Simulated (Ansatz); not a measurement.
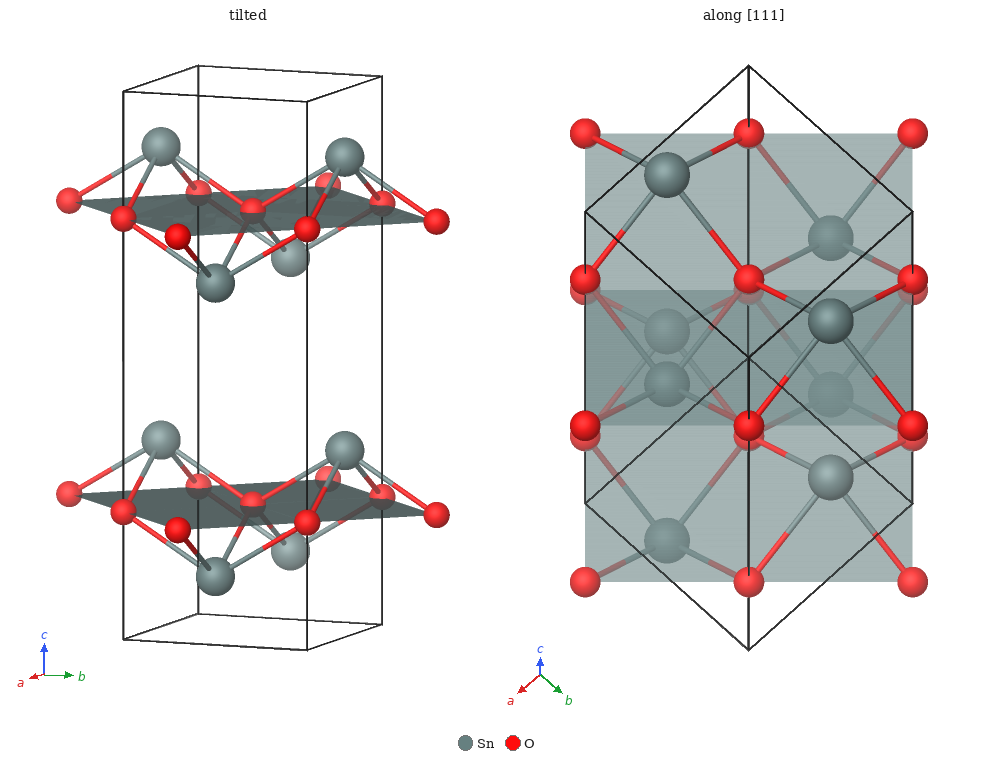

An orthographic polyhedral view of the structure, slightly off an axis and along [111]. Thin lines show the conventional unit cell, with boundary atoms drawn in all their periodic places. Some atoms of the next cells are drawn as well. Cell: a = 3.808 Å, b = 3.808 Å, c = 10.623 Å, α = 90.00°, β = 90.00°, γ = 90.00°.

Characterise what is shown.

- Its composition is SnO.
- It belongs to space group P4/nmm (No. 129) and has a primitive tetragonal lattice.
- Atoms per cell: 8 (4 Sn, 4 O).
- Around each Sn lie four O at about 2.2 Å. Around each O lie four Sn in a distorted tetrahedral arrangement at about 2.2 Å.
- The bonds build SnO layers parallel to (001).

The model was built from a structure listed in the Materials Project. The cell was then strained or its atoms displaced on purpose. It was run through Ansatz as a DFT input.
